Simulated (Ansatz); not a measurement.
Consider Pb.

Input file:

```
crystal:
  lattice:
    - [-0.0123751, 2.47502, 2.47502]
    - [2.47502, -0.0123751, 2.47502]
    - [2.4626449, 2.4626449, 0.0]
  atoms:
    - { symbol: Pb, position: [0.0, 0.0, 0.0] }
hamiltonian:
  xc: pbesol
  pseudopotentials: { kind: paw }
kpoints:
  mp_grid: { grid: [8, 8, 8] }
  band_path:
    path:
      - [[0.0, 0.0, 0.0], [-0.373753125, -0.373753125, -0.74750625], [-0.4975, -0.25000625, -0.74750625], [-0.5, 0.0, -0.5], [-0.25, 0.25, -0.5], [0.0, 0.0, -0.5], [0.373753125, 0.373753125, -0.25249375], [0.5, 0.5, 0.0], [0.0, 0.0, 0.0], [-0.376253125, 0.376253125, 0.0], [0.0, 0.5, 0.0], [-0.25, 0.25, -0.5]]
      - [[-0.5025, 0.25000625, -0.25249375], [-0.376253125, 0.376253125, 0.0]]
      - [[0.376253125, 0.623746875, 0.0], [0.5, 0.5, 0.0]]
    npoints: 14
scf:
  occupations: { method: fermi_dirac, width: 0.05 }
  n_extra_bands: 6
output:
  forces: true
  stress: true
  eigenvalues: true
  fatbands: false
  write_density: true
  write_potential: true
  elf: true
  volumetric_format: npy
```

Launched as:

```sh
ansatz run input.yaml --threads 2 --pin off --max-ram 5632MiB --backend cpu --events-out ev --progress --plain --runs-dir out
```

Below, planes, directions and counts refer to the conventional cell (a = 3.48 Å, b = 3.52 Å, c = 4.95 Å, α = 90.00°, β = 90.00°, γ = 90.00°).

Space group Immm.

All numbers below come from Kohn-Sham DFT of a periodic cell, PBEsol, Ansatz PAW (Ansatz).

> What will maps of the valence pseudo-density and electron localisation function show?

Pb–Pb (3.50 Å): the density is about 0.12 e/Å³ at the midpoint; the ELF is about 0.20 at the midpoint; no shared electron pair shows on this line.

> Metal or insulator at this level of theory?

It is gapless in this calculation (a metal or semimetal).

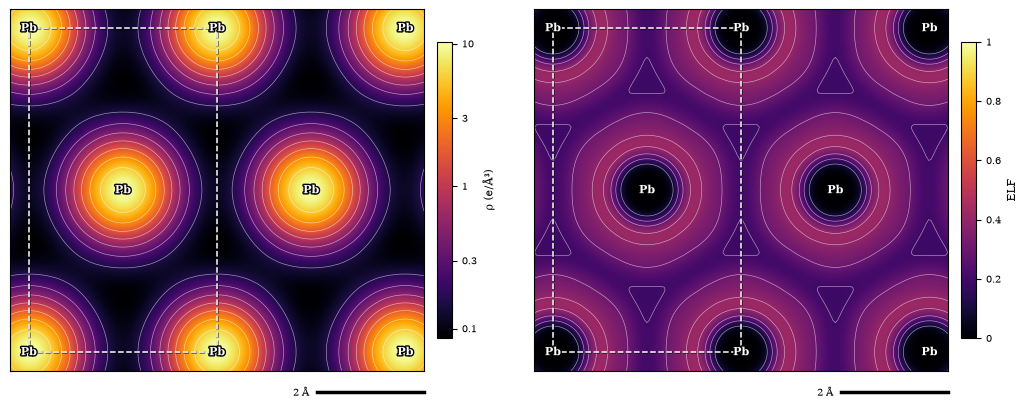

Computed valence pseudo-density and electron localisation function on the (101̄) plane of the conventional cell, in this order. 

Core electrons are frozen (PAW), and the valence fields are smoothed inside the atomic spheres.
